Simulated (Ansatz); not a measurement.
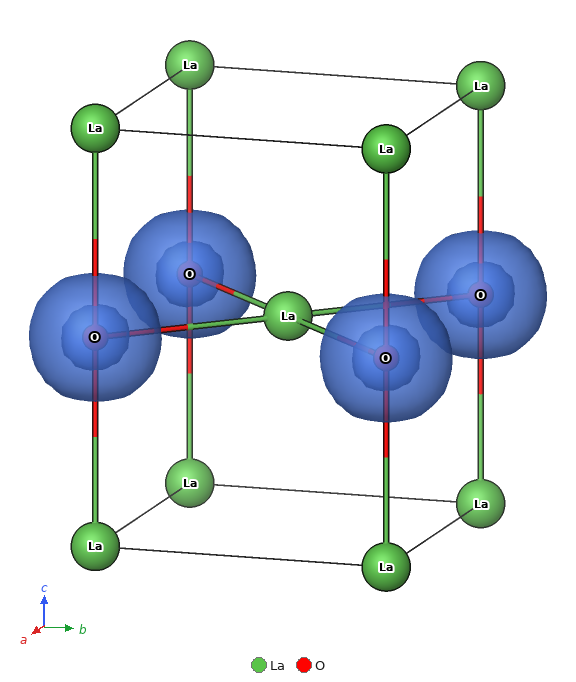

Figure 1: La2O. Isosurface of the electron localisation function at 0.75 (blue), seen slightly off an axis. Only the valence region is drawn (cores and ρ < 0.01 e/Å³ removed). Sticks mark near contacts.

Space group P4/mmm; a generated structure, not necessarily the stable one; changed on purpose from its base cell (volume × 1.06, shape and atoms relaxed); computed pressure about −4 GPa in this cell.

Level of theory: DFT PBE, scalar-relativistic, plane waves, PAW in Ansatz.

Core electrons are frozen (PAW), and the valence fields are smoothed inside the atomic spheres.

```cif
data_structure
_symmetry_space_group_name_H-M 'P 1'
_symmetry_Int_Tables_number 1
_cell_length_a 3.7497
_cell_length_b 3.7497
_cell_length_c 5.2514
_cell_angle_alpha 90.000
_cell_angle_beta 90.000
_cell_angle_gamma 90.000
_cell_volume 73.83
loop_
_atom_site_label
_atom_site_type_symbol
_atom_site_fract_x
_atom_site_fract_y
_atom_site_fract_z
_atom_site_occupancy
La1 La 0.50000 0.50000 0.50000 1
La2 La 0.00000 0.00000 0.00000 1
O1 O 0.00000 0.00000 0.50000 1
```

What do the ELF domains correspond to?

Answer. At this value the surface marks out one region wrapped around O (its valence shell), counted in one cell of 3 atoms. Regions shared between cells count once. Profiles from the grid: La–O (2.63 Å): the ELF is about 0.15 at the midpoint: no localised pair shows between them.

Does the calculation make it a metal, or give it a gap?

Answer. It is gapless in this calculation (a metal or semimetal).
